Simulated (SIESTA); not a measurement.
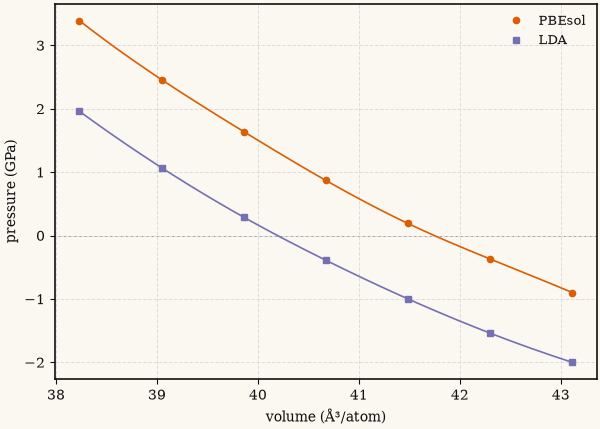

The picture above shows the pressure against volume, with one curve for each functional, for Pb (space group Fd-3m).

Method: DFT in numerical atomic orbitals with pseudopotentials, no spin polarisation; energies at scaled volumes of the given cell, shape and fractions fixed, counted from the fit's minimum, third-order Birch-Murnaghan fit (SIESTA 5.4.2). All runs: no spin polarisation.

| setting | value |
| --- | --- |
| k mesh | 7×7×7 |
| occupations | Fermi–Dirac |
| smearing width | 0.05 eV |
| potentials | PseudoDojo 0.4 standard, converted to PSML, two zetas on semicore shells |

Order the curves by fitted equilibrium volume, smallest first.

Answer. LDA 40.191, PBEsol 41.731 Å³/atom.

Order the curves by fitted bulk modulus, smallest first.

Answer. PBEsol 31.3, LDA 34.3 GPa.

For PBEsol: what does the pressure do across the range?

Answer. It falls from 3.39 GPa at volume 38.23 Å³/atom to −0.90 GPa at 43.11 Å³/atom, and changes sign near 41.76 Å³/atom.

For LDA: how does the pressure vary with volume?

Answer. It falls from 1.96 GPa at volume 38.23 Å³/atom to −2.00 GPa at 43.11 Å³/atom, and changes sign near 40.21 Å³/atom.

Caveats: mulliken charges of long orbitals; spin-orbit coupling left out, heavy elements.
